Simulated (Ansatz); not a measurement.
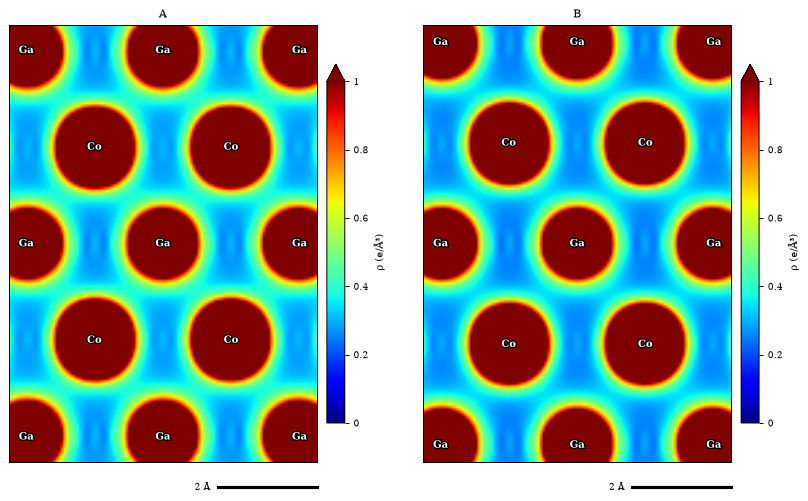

GaCo. The valence pseudo-density of two cells that differ in size and shape, on the (011̄) plane of each (indices in the axes of the calculation cell), at one length scale and on one colour scale: B has 11.5 Å³ an atom and A 10.6.

Computed without spin polarisation.

Computed with Ansatz, DFT PBEsol, scalar-relativistic, plane waves, PAW.

In a PAW calculation such maps are meaningful between the atoms, not at the nuclei.

The larger cell:

```
CELL_PARAMETERS angstrom
2.76778 0.00000 0.00000
0.00000 2.76778 0.00000
0.00000 0.00000 2.99842
ATOMIC_POSITIONS crystal
Ga 0.50000 0.50000 0.50000
Co 0.00000 0.00000 0.00000
```

The smaller cell: a = 2.768 Å, b = 2.768 Å, c = 2.768 Å, α = 90.00°, β = 90.00°, γ = 90.00°.

Question: What changes from the larger cell to the smaller?

Answer: From the larger cell to the smaller, Ga–Co goes from 2.47 to 2.40 Å, and the density at its midpoint from 0.35 to 0.39 e/Å³; the pressure goes from −0.2 to 19 GPa.
